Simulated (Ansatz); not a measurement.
Nudged elastic band, with input and output: Zn15Se16 (charge −2) (part 1 of 3)

The run: nudged elastic band of Zn15Se16 (defect cell, 31 atoms in the cell, total charge −2). Method and program: DFT PBEsol, scalar-relativistic, plane waves, PAW, no spin polarisation (Ansatz 0.2.0).

The structure derives from a Materials Project entry. It belongs to a series of runs on one base structure; here: climbing-image band for the jump of Zn by 3.85 A.

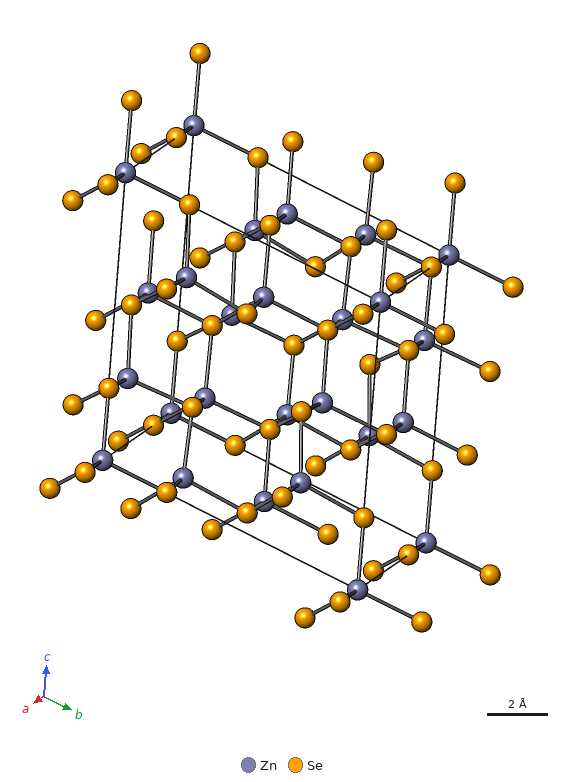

Figure 1. The starting structure (ball-and-stick view of the cell of the calculation, seen slightly off an axis; bonded neighbours outside the cell are drawn too).

**Input file**
```yaml
crystal:
  lattice:
    - [-5.6332473954, 5.6332473954, -5.6332473954]
    - [5.6332473954, 5.6332473954, 5.6332473954]
    - [5.6332473954, -5.6332473954, -5.6332473954]
  atoms:
    - { symbol: Zn, position: [0.2530539226, 0.2614602436, 0.5] }
    - { symbol: Zn, position: [0.508406321, 0.2469460774, 0.2469460774] }
    - { symbol: Zn, position: [0.7614602436, 0.7530539226, 0.5] }
    - { symbol: Zn, position: [0.2530539226, 0.5, 0.2614602436] }
    - { symbol: Zn, position: [0.5, 0.0, 0.5] }
    - { symbol: Zn, position: [0.0, 0.7530539226, 0.2614602436] }
    - { symbol: Zn, position: [0.7469460774, 0.2469460774, 0.008406321] }
    - { symbol: Zn, position: [0.5, 0.5, 0.0] }
    - { symbol: Zn, position: [0.7469460774, 0.008406321, 0.2469460774] }
    - { symbol: Zn, position: [0.0, 0.2614602436, 0.7530539226] }
    - { symbol: Zn, position: [0.2385397564, 0.7385397564, -0.008406321] }
    - { symbol: Zn, position: [0.0, 0.0, 0.0] }
    - { symbol: Zn, position: [0.7614602436, 0.5, 0.7530539226] }
    - { symbol: Zn, position: [0.491593679, 0.7385397564, 0.7385397564] }
    - { symbol: Zn, position: [0.2385397564, -0.008406321, 0.7385397564] }
    - { symbol: Se, position: [0.2487736319, 0.2503581315, 0.7487736319] }
    - { symbol: Se, position: [0.0, 0.5, 0.7345088077] }
    - { symbol: Se, position: [0.5015844996, 0.2512263681, 0.5] }
    - { symbol: Se, position: [0.7503581315, 0.7487736319, 0.7487736319] }
    - { symbol: Se, position: [0.2345088077, 0.5, 0.5] }
    - { symbol: Se, position: [0.4984155004, -0.0015844996, 0.7496418685] }
    - { symbol: Se, position: [0.0, 0.7345088077, 0.5] }
    - { symbol: Se, position: [0.7654911923, 0.2654911923, 0.2654911923] }
    - { symbol: Se, position: [0.5015844996, 0.5, 0.2512263681] }
    - { symbol: Se, position: [0.7512263681, 0.0015844996, 0.5] }
    - { symbol: Se, position: [0.0, 0.2512263681, 0.0015844996] }
    - { symbol: Se, position: [0.2487736319, 0.7487736319, 0.2503581315] }
    - { symbol: Se, position: [0.0, 0.0015844996, 0.2512263681] }
    - { symbol: Se, position: [0.7512263681, 0.5, 0.0015844996] }
    - { symbol: Se, position: [0.4984155004, 0.7496418685, -0.0015844996] }
    - { symbol: Se, position: [0.2496418685, -0.0015844996, -0.0015844996] }
total_charge: -2
basis:
  ecutwfc: 420
  xc_grid: 2
kpoints:
  mp_grid: { grid: [2, 2, 2], shift: [0.5, 0.5, 0.5] }
hamiltonian:
  xc: pbesol
scf:
  occupations: { method: gaussian, width: 0.02 }
output:
  forces: true
neb:
  images: 5
  f_tol: 0.05
  max_iterations: 70
  order_check: false
  final_atoms:
    - { symbol: Zn, position: [0.0114602595, 0.5030539277, 0.5] }
    - { symbol: Zn, position: [0.5030539277, 0.25, 0.2614602595] }
    - { symbol: Zn, position: [0.75, 0.75, 0.5] }
    - { symbol: Zn, position: [0.25, 0.5030539277, 0.2614602595] }
    - { symbol: Zn, position: [0.5030539277, 0.0114602595, 0.5] }
    - { symbol: Zn, position: [-0.0030539277, 0.7584063318, 0.2469460723] }
    - { symbol: Zn, position: [0.75, 0.25, 0.0] }
    - { symbol: Zn, position: [0.4885397405, 0.4885397405, -0.0084063318] }
    - { symbol: Zn, position: [0.7584063318, -0.0030539277, 0.2469460723] }
    - { symbol: Zn, position: [0.0114602595, 0.25, 0.7530539277] }
    - { symbol: Zn, position: [0.25, 0.75, 0.0] }
    - { symbol: Zn, position: [-0.0030539277, -0.0030539277, 0.0084063318] }
    - { symbol: Zn, position: [0.7415936682, 0.4885397405, 0.7385397405] }
    - { symbol: Zn, position: [0.4885397405, 0.7415936682, 0.7385397405] }
    - { symbol: Zn, position: [0.25, 0.0114602595, 0.7530539277] }
    - { symbol: Se, position: [0.25, 0.25, 0.734508778] }
    - { symbol: Se, position: [0.0003581301, 0.4987736263, 0.7487736263] }
    - { symbol: Se, position: [0.484508778, 0.25, 0.5] }
    - { symbol: Se, position: [0.7484154962, 0.7484154962, 0.7496418699] }
    - { symbol: Se, position: [0.25, 0.484508778, 0.5] }
    - { symbol: Se, position: [0.4987736263, 0.0003581301, 0.7487736263] }
    - { symbol: Se, position: [0.0012263737, 0.7515845038, 0.5] }
    - { symbol: Se, position: [0.7515845038, 0.25, 0.2512263737] }
    - { symbol: Se, position: [0.4987736263, 0.4987736263, 0.2503581301] }
    - { symbol: Se, position: [0.7515845038, 0.0012263737, 0.5] }
    - { symbol: Se, position: [0.0012263737, 0.25, 0.0015845038] }
    - { symbol: Se, position: [0.25, 0.7515845038, 0.2512263737] }
    - { symbol: Se, position: [0.015491222, 0.015491222, 0.265491222] }
    - { symbol: Se, position: [0.7484154962, 0.4996418699, -0.0015845038] }
    - { symbol: Se, position: [0.4996418699, 0.7484154962, -0.0015845038] }
    - { symbol: Se, position: [0.25, 0.0012263737, 0.0015845038] }
```

Hardware: 8 threads of Intel Xeon @ 2.50GHz (Skylake/Cascade Lake), 192 GiB of memory available, shared host.

Run as:
```bash
ansatz run input.yaml --threads 8 --pin off --max-ram 20480MiB --backend cpu --events-out ev --progress --plain --runs-dir out
```

**Log**
```
Warning: neb: disabling space-group detection — the band's intermediate images generally break the endpoint symmetry, so no spatial operation reduces the k-mesh or symmetrises the density, except that a semilocal band can use its path's symmetry ahead of convergence; time reversal is kept, so that k and −k are solved as one point where they differ and the mesh holds both, and exact exchange and, on two spinor components, a DFT+U term hold to it where the run has them: on two components no moment then forms, and a state that bears one, which a typed moment (crystal.atoms[].spin; refused beside efield: under a hybrid functional) reaches, can lie lower, under hf by electronvolts; crystal.symmetry.detect: false (a key that needs symmetry detection or time reversal refuses this as the deck is read) with time_reversal: false beside it drops time reversal too
Engine: ansatz 0.2.0, x86_64-unknown-linux-gnu
Pseudopotentials: kind: paw
Pseudopotential: Zn, paw, valence charge 12, recommended cutoff 420 eV (normal), Zn.paw.azcp
Pseudopotential: Se, paw, valence charge 16, recommended cutoff 420 eV (normal), Se.paw.azcp
Functional definition: PBEsol
  exchange = pbesol_x
  correlation = pbesol_c
parallel-image band execution: 2 concurrent image workers
NEB image 0
Crystal: 31 atoms, lattice volume = 715.050 Å³
Basis set: ecut = 420 eV, 14027 PW (Γ), exchange–correlation on 144×144×144 points (8 copies of the dense FFT grid, shifted against one another)
Bands: 263, of which v1, the nominal top of the filled ones, is band 219 counted from 1 (218 counted from 0)
Symmetry: 1 space group operations
k-points: 4 of 8 (time reversal used)
Non-local potential: Zn, projectors of the file, l = 0: 2, l = 1: 2, l = 2: 3, l = 3: 1
Non-local potential: Se, projectors of the file, l = 0: 2, l = 1: 2, l = 2: 3, l = 3: 1
PAW form: soft (Blöchl's): semilocal exchange-correlation on the pseudo side does not see the compensation charge
PAW frozen core: Zn, regenerated for the run's functional, and the local potential with it (the file was generated under x = pbe(κ = 0.804, μ = 0.2195149727645171), c = pbe(β = 0.06672455060314922))
PAW frozen core: Se, regenerated for the run's functional, and the local potential with it (the file was generated under x = pbe(κ = 0.804, μ = 0.2195149727645171), c = pbe(β = 0.06672455060314922))
PAW one-centre angular grid: Zn, 590 points (default); XC on 64 Gauss nodes
PAW one-centre angular grid: Se, 590 points (default); XC on 64 Gauss nodes
Initial density: superposition of atomic densities (neutral atoms scaled as one to the charged cell's electrons: chi_scale 0, normalization atom), corrected by the library's trained network
Initial wavefunctions: pseudopotential atomic-orbital guess
Functional: x = pbesol(κ = 0.804, μ = 0.12345679012345678), c = pbesol(β = 0.046)
SCF iter   1: F=—  HF=-136007.374376 eV  |F-HF|=—  |Δ(HF+E_count)|=         —  Δρ=2.37e-2  dr2=2.84e0  ethr=1.77e-3  ⟨swp⟩=6.0  Hψ=4096  notcnv=0  defer=15
preconditioner: auto → Resta (q_TF=auto, 2.514 Å⁻¹)  ε∞=5.8  [insulator: Δε(μ)=2.819 eV  Ē_g=10.535 eV  σ=0.020 eV  W_gap=1.00  n_scr=200 (ndim 8)  ℏωp=23.2 eV  f_vac=0.112  D(μ)=0.00/eV (n_scr^D=0)  ε∞_Penn≈5.8]
SCF iter   2: F=—  HF=-136006.469837 eV  |F-HF|=—  |Δ(HF+E_count)|=   9.05e-1  Δρ=6.28e-3  dr2=3.34e-1  ethr=6.48e-4  ⟨swp⟩=2.0  Hψ=1735  notcnv=0  defer=145
SCF iter   3: F=—  HF=-136006.266148 eV  |F-HF|=—  |Δ(HF+E_count)|=   2.04e-1  Δρ=5.09e-3  dr2=1.85e-1  ethr=7.62e-5  ⟨swp⟩=2.0  Hψ=1463  notcnv=0  defer=145
SCF iter   4: F=—  HF=-136006.192536 eV  |F-HF|=—  |Δ(HF+E_count)|=   7.36e-2  Δρ=1.67e-3  dr2=1.37e-2  ethr=4.23e-5  ⟨swp⟩=2.0  Hψ=1475  notcnv=0  defer=145
SCF iter   5: F=—  HF=-136006.196503 eV  |F-HF|=—  |Δ(HF+E_count)|=   3.97e-3  Δρ=5.70e-4  dr2=1.67e-3  ethr=3.13e-6  ⟨swp⟩=2.0  Hψ=1799  notcnv=0  defer=145
SCF iter   6: F=—  HF=-136006.196614 eV  |F-HF|=—  |Δ(HF+E_count)|=   1.11e-4  Δρ=1.34e-4  dr2=1.76e-4  ethr=3.81e-7  ⟨swp⟩=2.0  Hψ=1783  notcnv=0  defer=145
SCF iter   7: F=—  HF=-136006.196863 eV  |F-HF|=—  |Δ(HF+E_count)|=   2.50e-4  Δρ=1.25e-4  dr2=7.62e-5  ethr=4.02e-8  ⟨swp⟩=2.0  Hψ=1783  notcnv=0  defer=145
SCF iter   8: F=—  HF=-136006.197097 eV  |F-HF|=—  |Δ(HF+E_count)|=   2.34e-4  Δρ=4.42e-5  dr2=1.26e-5  ethr=1.74e-8  ⟨swp⟩=2.0  Hψ=1399  notcnv=0  defer=145
SCF iter   9: F=—  HF=-136006.197098 eV  |F-HF|=—  |Δ(HF+E_count)|=   8.91e-7  Δρ=1.04e-5  dr2=4.33e-7  ethr=2.88e-9  ⟨swp⟩=2.0  Hψ=1783  notcnv=0  defer=145
SCF iter  10: F=-136006.197099 eV  HF=-136006.197099 eV  |F-HF|=1.57e-8  |Δ(HF+E_count)|=   7.53e-7  Δρ=2.85e-6  dr2=6.80e-8  ethr=2.28e-11  ⟨swp⟩=5.0  Hψ=3964  notcnv=0
SCF 1 converged in 10 iterations: F = -136006.197099 eV  dr2 = 6.80e-8
  greatest PAW one-centre occupation: 1.000 electrons in one spin orbital (limit 2), on the Se atom at site 16 (counted from 0), in its partial waves of l = 2
NSCF: frozen V_eff on 4 k-points
NEB image 6
SCF iter   1: F=—  HF=-136007.374400 eV  |F-HF|=—  |Δ(HF+E_count)|=         —  Δρ=2.37e-2  dr2=2.84e0  ethr=1.77e-3  ⟨swp⟩=6.0  Hψ=4096  notcnv=0  defer=15
SCF iter   2: F=—  HF=-136006.469852 eV  |F-HF|=—  |Δ(HF+E_count)|=   9.05e-1  Δρ=6.28e-3  dr2=3.34e-1  ethr=6.48e-4  ⟨swp⟩=2.0  Hψ=1735  notcnv=0  defer=145
SCF iter   3: F=—  HF=-136006.266164 eV  |F-HF|=—  |Δ(HF+E_count)|=   2.04e-1  Δρ=5.09e-3  dr2=1.85e-1  ethr=7.62e-5  ⟨swp⟩=2.0  Hψ=1463  notcnv=0  defer=145
SCF iter   4: F=—  HF=-136006.192559 eV  |F-HF|=—  |Δ(HF+E_count)|=   7.36e-2  Δρ=1.67e-3  dr2=1.37e-2  ethr=4.23e-5  ⟨swp⟩=2.0  Hψ=1475  notcnv=0  defer=145
SCF iter   5: F=—  HF=-136006.196519 eV  |F-HF|=—  |Δ(HF+E_count)|=   3.96e-3  Δρ=5.70e-4  dr2=1.67e-3  ethr=3.13e-6  ⟨swp⟩=2.0  Hψ=1799  notcnv=0  defer=145
SCF iter   6: F=—  HF=-136006.196632 eV  |F-HF|=—  |Δ(HF+E_count)|=   1.13e-4  Δρ=1.34e-4  dr2=1.76e-4  ethr=3.81e-7  ⟨swp⟩=2.0  Hψ=1783  notcnv=0  defer=145
SCF iter   7: F=—  HF=-136006.196878 eV  |F-HF|=—  |Δ(HF+E_count)|=   2.46e-4  Δρ=1.25e-4  dr2=7.64e-5  ethr=4.02e-8  ⟨swp⟩=2.0  Hψ=1783  notcnv=0  defer=145
SCF iter   8: F=—  HF=-136006.197097 eV  |F-HF|=—  |Δ(HF+E_count)|=   2.19e-4  Δρ=4.42e-5  dr2=1.26e-5  ethr=1.74e-8  ⟨swp⟩=2.0  Hψ=1399  notcnv=0  defer=145
SCF iter   9: F=—  HF=-136006.197098 eV  |F-HF|=—  |Δ(HF+E_count)|=   9.08e-7  Δρ=1.04e-5  dr2=4.33e-7  ethr=2.88e-9  ⟨swp⟩=2.0  Hψ=1783  notcnv=0  defer=145
SCF iter  10: F=-136006.197099 eV  HF=-136006.197099 eV  |F-HF|=1.60e-8  |Δ(HF+E_count)|=   7.52e-7  Δρ=2.85e-6  dr2=6.78e-8  ethr=2.28e-11  ⟨swp⟩=5.0  Hψ=3958  notcnv=0
SCF 2 converged in 10 iterations: F = -136006.197099 eV  dr2 = 6.78e-8
[... from here on the iterations of each SCF are left out, up to the last one ...]
NSCF: frozen V_eff on 4 k-points
NEB end point (image 0): max|allowed force component| = 8.699e-3 eV/Å (the criterion of neb.relax_end_points is 1.000e-2)
NEB end point (image 6): max|allowed force component| = 8.699e-3 eV/Å (the criterion of neb.relax_end_points is 1.000e-2)
NEB image 1
preconditioner: auto → Resta (q_TF=auto, 2.514 Å⁻¹)  ε∞=5.8  [insulator: Δε(μ)=2.705 eV  Ē_g=10.576 eV  σ=0.020 eV  W_gap=1.00  n_scr=200 (ndim 8)  ℏωp=23.2 eV  f_vac=0.112  D(μ)=0.00/eV (n_scr^D=0)  ε∞_Penn≈5.8]
SCF 3 converged in 11 iterations: F = -136003.644843 eV  dr2 = 2.97e-8
NEB image 2
preconditioner: auto → Resta (q_TF=auto, 2.514 Å⁻¹)  ε∞=5.7  [insulator: Δε(μ)=2.360 eV  Ē_g=10.673 eV  σ=0.020 eV  W_gap=1.00  n_scr=200 (ndim 8)  ℏωp=23.2 eV  f_vac=0.113  D(μ)=0.00/eV (n_scr^D=0)  ε∞_Penn≈5.7]
SCF 4 converged in 11 iterations: F = -135988.050824 eV  dr2 = 8.81e-8
NEB image 3
preconditioner: auto → LDOS  [metal: Δε(μ)=0.005 eV  Ē_g=13.093 eV  σ=0.020 eV  W_gap=0.13  n_scr=200 (ndim 8)  ℏωp=15.0 eV  f_vac=0.308  D(μ)=134.59/eV (n_scr^D=2346)  β→1.0]
SCF 5 converged in 24 iterations: F = -135970.304417 eV  dr2 = 7.25e-8
NEB image 4
SCF 6 converged in 11 iterations: F = -135988.050823 eV  dr2 = 8.80e-8
NEB image 5
SCF 7 converged in 11 iterations: F = -136003.644843 eV  dr2 = 2.97e-8
NEB iter   1: max|band force component| = 1.351e2 eV/Å  barrier→ = 35.8927 eV  barrier← = 35.8927 eV  Δτ_max = 0.2000 Å  (88 SCF iters)
NEB image 1
Initial density: handed on by an earlier stage of this run
Initial wavefunctions: those handed on with the density
preconditioner: auto → Resta (q_TF=auto, 2.514 Å⁻¹)  ε∞=5.5  [insulator: Δε(μ)=2.690 eV  Ē_g=10.939 eV  σ=0.020 eV  W_gap=1.00  n_scr=200 (ndim 8)  ℏωp=23.2 eV  f_vac=0.092  D(μ)=0.00/eV (n_scr^D=0)  ε∞_Penn≈5.5]
SCF 8 converged in 9 iterations: F = -136005.661834 eV  dr2 = 9.23e-8
NEB image 2
preconditioner: auto → Resta (q_TF=auto, 2.514 Å⁻¹)  ε∞=5.4  [insulator: Δε(μ)=2.262 eV  Ē_g=10.994 eV  σ=0.020 eV  W_gap=1.00  n_scr=200 (ndim 8)  ℏωp=23.2 eV  f_vac=0.091  D(μ)=0.00/eV (n_scr^D=0)  ε∞_Penn≈5.4]
SCF 9 converged in 10 iterations: F = -136002.062357 eV  dr2 = 5.19e-8
NEB image 3
preconditioner: auto → Resta (q_TF=auto, 2.514 Å⁻¹)  ε∞=5.4  [insulator: Δε(μ)=1.915 eV  Ē_g=11.031 eV  σ=0.020 eV  W_gap=1.00  n_scr=200 (ndim 8)  ℏωp=23.2 eV  f_vac=0.091  D(μ)=0.00/eV (n_scr^D=0)  ε∞_Penn≈5.4]
SCF 10 converged in 10 iterations: F = -135996.696697 eV  dr2 = 7.26e-8
NEB image 4
SCF 11 converged in 10 iterations: F = -136002.062358 eV  dr2 = 5.20e-8
NEB image 5
SCF 12 converged in 9 iterations: F = -136005.661835 eV  dr2 = 9.23e-8
NEB iter   2: max|band force component| = 3.826e1 eV/Å  barrier→ = 9.5004 eV  barrier← = 9.5004 eV  Δτ_max = 0.0833 Å  (48 SCF iters)
[... from here on the SCF iterations and repeated set-up lines of each step are left out, up to the last step ...]
NEB image 1
SCF 13 converged in 9 iterations: F = -136005.802144 eV  dr2 = 8.92e-9
NEB image 2
SCF 14 converged in 9 iterations: F = -136003.654075 eV  dr2 = 7.24e-8
NEB image 3
SCF 15 converged in 9 iterations: F = -136000.716558 eV  dr2 = 4.37e-8
NEB image 4
SCF 16 converged in 9 iterations: F = -136003.654075 eV  dr2 = 7.24e-8
NEB image 5
SCF 17 converged in 9 iterations: F = -136005.802144 eV  dr2 = 8.89e-9
NEB iter   3: max|band force component| = 2.178e1 eV/Å  barrier→ = 5.4805 eV  barrier← = 5.4805 eV  Δτ_max = 0.1573 Å  (45 SCF iters)
NEB image 1
SCF 18 converged in 9 iterations: F = -136005.869273 eV  dr2 = 8.07e-9
NEB image 2
SCF 19 converged in 9 iterations: F = -136004.761359 eV  dr2 = 8.92e-8
NEB image 3
SCF 20 converged in 10 iterations: F = -136003.364512 eV  dr2 = 1.95e-8
NEB image 4
SCF 21 converged in 9 iterations: F = -136004.761360 eV  dr2 = 8.91e-8
NEB image 5
SCF 22 converged in 9 iterations: F = -136005.869273 eV  dr2 = 8.04e-9
NEB iter   4: max|band force component| = 9.951e0 eV/Å  barrier→ = 2.8326 eV  barrier← = 2.8326 eV  Δτ_max = 0.1078 Å  (46 SCF iters)
NEB image 1
SCF 23 converged in 8 iterations: F = -136005.869770 eV  dr2 = 5.21e-8
NEB image 2
SCF 24 converged in 9 iterations: F = -136005.085371 eV  dr2 = 1.39e-8
NEB image 3
SCF 25 converged in 9 iterations: F = -136004.340505 eV  dr2 = 5.26e-8
NEB image 4
SCF 26 converged in 9 iterations: F = -136005.085371 eV  dr2 = 1.38e-8
NEB image 5
SCF 27 converged in 8 iterations: F = -136005.869770 eV  dr2 = 5.23e-8
NEB iter   5: max|band force component| = 4.922e0 eV/Å  barrier→ = 1.8566 eV  barrier← = 1.8566 eV  Δτ_max = 0.0990 Å  (43 SCF iters)
NEB image 1
SCF 28 converged in 7 iterations: F = -136005.865889 eV  dr2 = 4.57e-8
NEB image 2
SCF 29 converged in 9 iterations: F = -136005.199057 eV  dr2 = 5.90e-9
NEB image 3
SCF 30 converged in 9 iterations: F = -136004.762336 eV  dr2 = 2.62e-8
NEB image 4
SCF 31 converged in 9 iterations: F = -136005.199058 eV  dr2 = 5.90e-9
NEB image 5
SCF 32 converged in 7 iterations: F = -136005.865889 eV  dr2 = 4.56e-8
NEB iter   6: max|band force component| = 2.180e0 eV/Å  barrier→ = 1.4348 eV  barrier← = 1.4348 eV  Δτ_max = 0.0659 Å  (41 SCF iters)
NEB image 1
SCF 33 converged in 7 iterations: F = -136005.860156 eV  dr2 = 5.29e-8
NEB image 2
SCF 34 converged in 9 iterations: F = -136005.229906 eV  dr2 = 7.95e-9
NEB image 3
SCF 35 converged in 8 iterations: F = -136004.898691 eV  dr2 = 6.26e-8
NEB image 4
SCF 36 converged in 9 iterations: F = -136005.229904 eV  dr2 = 7.86e-9
NEB image 5
SCF 37 converged in 7 iterations: F = -136005.860157 eV  dr2 = 5.28e-8
NEB iter   7: max|band force component| = 7.762e-1 eV/Å  barrier→ = 1.2984 eV  barrier← = 1.2984 eV  Δτ_max = 0.0456 Å  (40 SCF iters)
NEB image 1
SCF 38 converged in 6 iterations: F = -136005.859498 eV  dr2 = 4.14e-8
NEB image 2
SCF 39 converged in 7 iterations: F = -136005.238616 eV  dr2 = 9.76e-8
NEB image 3
SCF 40 converged in 8 iterations: F = -136004.931573 eV  dr2 = 3.70e-8
NEB image 4
SCF 41 converged in 7 iterations: F = -136005.238617 eV  dr2 = 9.77e-8
NEB image 5
SCF 42 converged in 6 iterations: F = -136005.859499 eV  dr2 = 4.15e-8
NEB iter   8: max|band force component| = 1.726e-1 eV/Å  barrier→ = 1.2655 eV  barrier← = 1.2655 eV  CI = image 3  Δτ_max = 0.0210 Å  (34 SCF iters)
NEB image 1
preconditioner: auto → Resta (q_TF=auto, 2.514 Å⁻¹)  ε∞=5.5  [insulator: Δε(μ)=2.708 eV  Ē_g=10.900 eV  σ=0.020 eV  W_gap=1.00  n_scr=200 (ndim 8)  ℏωp=23.2 eV  f_vac=0.090  D(μ)=0.00/eV (n_scr^D=0)  ε∞_Penn≈5.5]
SCF 43 converged in 6 iterations: F = -136005.858549 eV  dr2 = 3.29e-8
NEB image 2
preconditioner: auto → Resta (q_TF=auto, 2.514 Å⁻¹)  ε∞=5.5  [insulator: Δε(μ)=2.146 eV  Ē_g=10.895 eV  σ=0.020 eV  W_gap=1.00  n_scr=200 (ndim 8)  ℏωp=23.2 eV  f_vac=0.089  D(μ)=0.00/eV (n_scr^D=0)  ε∞_Penn≈5.5]
SCF 44 converged in 7 iterations: F = -136005.239617 eV  dr2 = 1.66e-8
NEB image 3
preconditioner: auto → Resta (q_TF=auto, 2.514 Å⁻¹)  ε∞=5.5  [insulator: Δε(μ)=1.749 eV  Ē_g=10.886 eV  σ=0.020 eV  W_gap=1.00  n_scr=200 (ndim 8)  ℏωp=23.2 eV  f_vac=0.090  D(μ)=0.00/eV (n_scr^D=0)  ε∞_Penn≈5.5]
SCF 45 converged in 7 iterations: F = -136004.935632 eV  dr2 = 2.39e-8
NEB image 4
SCF 46 converged in 7 iterations: F = -136005.239615 eV  dr2 = 1.66e-8
NEB image 5
iter 1 solved again at ethr=8.91e-8 eV; its pass at ethr=3.10e-3 eV (dr2=3.90e-4 eV) is discarded
SCF iter   1: F=—  HF=-136005.858609 eV  |F-HF|=—  |Δ(HF+E_count)|=         —  Δρ=2.87e-4  dr2=3.90e-4  ethr=8.91e-8  ⟨swp⟩=2.0  Hψ=3937  notcnv=0
SCF iter   2: F=—  HF=-136005.858485 eV  |F-HF|=—  |Δ(HF+E_count)|=   1.24e-4  Δρ=1.38e-4  dr2=8.35e-5  ethr=8.89e-8  ⟨swp⟩=3.0  Hψ=1768  notcnv=0
SCF iter   3: F=—  HF=-136005.858548 eV  |F-HF|=—  |Δ(HF+E_count)|=   6.28e-5  Δρ=2.18e-5  dr2=3.98e-6  ethr=1.91e-8  ⟨swp⟩=2.0  Hψ=1768  notcnv=0
SCF iter   4: F=—  HF=-136005.858549 eV  |F-HF|=—  |Δ(HF+E_count)|=   9.03e-7  Δρ=1.93e-5  dr2=2.01e-6  ethr=9.08e-10  ⟨swp⟩=2.0  Hψ=1708  notcnv=0
SCF iter   5: F=—  HF=-136005.858548 eV  |F-HF|=—  |Δ(HF+E_count)|=   8.57e-7  Δρ=3.63e-6  dr2=1.69e-7  ethr=4.60e-10  ⟨swp⟩=2.0  Hψ=1544  notcnv=0
SCF iter   6: F=-136005.858548 eV  HF=-136005.858548 eV  |F-HF|=1.49e-8  |Δ(HF+E_count)|=   1.07e-8  Δρ=1.44e-6  dr2=3.29e-8  ethr=2.28e-11  ⟨swp⟩=5.0  Hψ=3696  notcnv=0
SCF 47 converged in 6 iterations: F = -136005.858548 eV  dr2 = 3.29e-8
NEB image 1
NSCF: frozen V_eff on 4 k-points
NEB image 2
NSCF: frozen V_eff on 4 k-points
NEB image 4
NSCF: frozen V_eff on 4 k-points
NEB image 5
NSCF: frozen V_eff on 4 k-points
NEB image 3
NSCF: frozen V_eff on 4 k-points
the band table was solved once a step of the walk had ended and its energy, with any forces and stress, was formed, with the checks that follow a solve (2990 applications of the Hamiltonian). They found nothing against the state; the energy, forces and stress were not computed again (output.eigenvalues in the input reference)
NEB iter   9: max|band force component| = 4.165e-2 eV/Å  barrier→ = 1.2615 eV  barrier← = 1.2615 eV  CI = image 3  Δτ_max = 0.0000 Å  (33 SCF iters)
```
